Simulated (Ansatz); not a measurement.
## Energy of Ca along an even scaling of the cell

System: Ca (Im-3m, 1 atom in the cell).
Method: Kohn-Sham DFT of a periodic cell, PBE, all-electron LAPW, scalar-relativistic, no spin polarisation (Ansatz 0.2.0).

The 7 runs differ only in the geometry, by an even scaling of the cell at fixed fractional positions. The structure derives from an entry of the Crystallography Open Database.

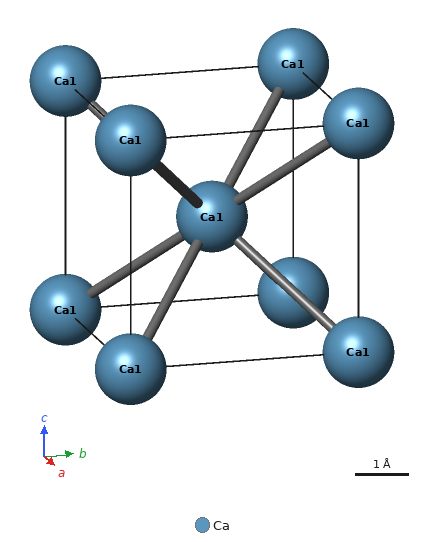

Figure 1. The structure of run 4 (ball-and-stick view of the cell 2 times as large as that of the calculation, set on its symmetry axes, seen slightly off an axis; atoms are numbered from 1 in the order of the input).

## Input of run 4
```yaml
crystal:
  lattice:
    - [-2.24, 2.24, 2.24]
    - [2.24, -2.24, 2.24]
    - [2.24, 2.24, -2.24]
  atoms:
    - { symbol: Ca, position: [0.0, 0.0, 0.0] }
kpoints:
  mp_grid: { grid: [8, 8, 8] }
scf:
  occupations: { method: fermi_dirac, width: 0.05 }
hamiltonian:
  xc: pbe
  pseudopotentials: { kind: all_electron, lapw: { basis_error: 0.0005 } }
output:
  forces: true
  stress: true
  eigenvalues: true
```

Command:
```bash
ansatz run input.yaml --threads 1 --pin off --max-ram 2560MiB --backend cpu --events-out ev --progress --plain --runs-dir out
```

Lattice vectors (Å) and fractional positions of run 4:
```
  -2.240000    2.240000    2.240000
   2.240000   -2.240000    2.240000
   2.240000    2.240000   -2.240000
Ca  0.000000  0.000000  0.000000
```

Run 2 differs from it as follows:
```diff
-    - [-2.24, 2.24, 2.24]
-    - [2.24, -2.24, 2.24]
-    - [2.24, 2.24, -2.24]
+    - [-2.2097260186, 2.2097260186, 2.2097260186]
+    - [2.2097260186, -2.2097260186, 2.2097260186]
+    - [2.2097260186, 2.2097260186, -2.2097260186]
```

## Results, with one run withheld

```tsv
run	volume per atom (Å³)	free energy per atom, from the lowest run given (meV)	pressure (GPa)
1	42.260	0.00	−0.04
2	43.159	?	?
3	44.059	4.17	−0.68
4	44.958	8.83	−0.97
5	45.857	15.03	−1.23
6	46.756	22.66	−1.48
7	47.655	31.59	−1.70
```

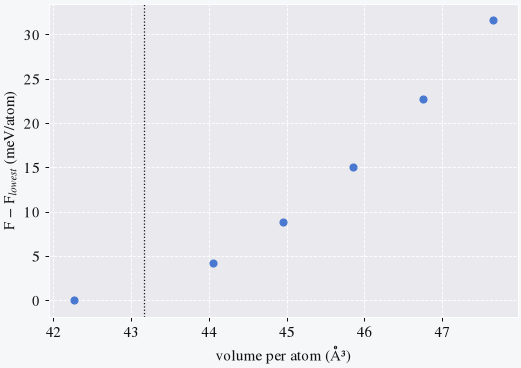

Figure 2. Free energy per atom of the runs given; the dotted line marks run 2.

Estimate the energy of run 2 from the others.

A cubic polynomial in V^(−2/3) (the Birch–Murnaghan form), fitted to the 6 runs given, misses them by under 0.01 meV per atom. With x = V^(−2/3) − 0.07881 Å⁻², it reads F = 10.346 − 5608.6 x + 7.7919e+05 x² − 5.3782e+06 x³ (meV per atom). At run 2 it gives 1.18 meV per atom, and the run itself gives 1.18. The slope of the fit gives a pressure −dF/dV of −0.38 GPa there, and the run prints −0.37 GPa. The fit has no minimum inside this range.

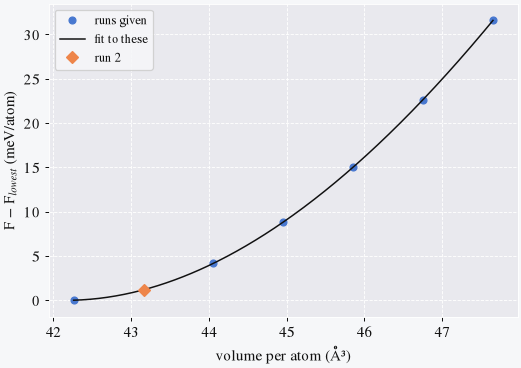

Figure 3. The fit and the withheld run.

## Output, shortened to warnings, some set-up lines, iterations and results (run 2)
```
Basis set: ecut = 95.13602759630876 eV, 87 PW (Γ), exchange–correlation at level 2
Symmetry: 48 space group operations
k-points: 29 of 512
Initial density: superposition of atomic densities (chi_scale 0.1, normalization cell)
[...]
SCF iter   1: F=—  HF=-18514.450880 eV  |F-HF|=—  |Δ(HF+E_count)|=         —  Δρ=2.93e-3  dr2=5.23e-3  ethr=5.20e-5  ⟨swp⟩=3.7  Hψ=2125  notcnv=0
SCF iter   2: F=—  HF=-18514.453111 eV  |F-HF|=—  |Δ(HF+E_count)|=   2.23e-3  Δρ=2.36e-3  dr2=3.65e-3  ethr=5.20e-5  ⟨swp⟩=2.1  Hψ=843  notcnv=0
SCF iter   3: F=—  HF=-18514.456040 eV  |F-HF|=—  |Δ(HF+E_count)|=   2.93e-3  Δρ=1.34e-3  dr2=1.34e-3  ethr=3.65e-5  ⟨swp⟩=2.0  Hψ=827  notcnv=0
SCF iter   4: F=—  HF=-18514.456648 eV  |F-HF|=—  |Δ(HF+E_count)|=   6.08e-4  Δρ=3.87e-4  dr2=1.36e-4  ethr=1.34e-5  ⟨swp⟩=2.0  Hψ=829  notcnv=0
SCF iter   5: F=—  HF=-18514.456683 eV  |F-HF|=—  |Δ(HF+E_count)|=   3.53e-5  Δρ=8.25e-5  dr2=5.19e-6  ethr=5.18e-8  ⟨swp⟩=2.0  Hψ=1364  notcnv=0
SCF iter   6: F=—  HF=-18514.456683 eV  |F-HF|=—  |Δ(HF+E_count)|=   2.53e-7  Δρ=2.89e-5  dr2=4.73e-7  ethr=5.18e-8  ⟨swp⟩=2.0  Hψ=827  notcnv=0
SCF iter   7: F=-18514.456683 eV  HF=-18514.456683 eV  |F-HF|=3.64e-9  |Δ(HF+E_count)|=   8.49e-8  Δρ=3.05e-6  dr2=3.52e-9  ethr=4.73e-9  ⟨swp⟩=2.0  Hψ=827  notcnv=0
SCF 1 converged in 7 iterations: F = -18514.456683 eV  dr2 = 3.52e-9
SCF converged after 7 iterations
Free energy (F): -18514.456683 eV
Harris-Foulkes:  -18514.456683 eV  (|F-HF|=3.64e-9)
Internal energy: -18514.443249 eV  (E = F + TS)
E sigma→0 (E₀):  -18514.449966 eV
Entropy (-TS):   -0.013434 eV (-13.434 meV/atom)
Fermi energy:    5.098017 eV
--- Per-component energies (eV) ---
  E_band       = -174.313464
  E_kinetic    = 18658.477250
  E_xc         = -982.990880
  E_electrostatic = -36189.929619  (all electrons and nuclei)
  E_smearing   = -0.013434  (= −TS)
  E_closure    = 0.000000  (closes the sum)
  E_atoms      = -18512.560587  (free atoms, spherical and without spin; not in F)
  Σ components = -18514.456683   (vs F -18514.456683, Δ=0.00e0)
  Basis errors (estimates in eV, not in F): energy 1.7e-4 per atom: plane waves 1.7e-4 (8.7e-5 summed), levels above the bands 4.2e-30, relativity 3.3e-9, radial functions 3.2e-6, core shells 1.6e-10; eigenvalues (radial functions only) 4.1e-7; not estimated: angular momenta, meshes, grids; target …
--- Forces (eV/Å), atoms counted from 1 ---
  atom   1  Ca     0.00000000    -0.00000000     0.00000000
  max |Σ_I F_I| component: 1.90e-32 eV/Å
--- Stress (GPa, compression-positive) ---
       -0.374378       0.000000      -0.000000
        0.000000      -0.374378       0.000000
       -0.000000       0.000000      -0.374378
  P = ⅓ Tr σ = -0.3744 GPa (-3.744 kbar)
```
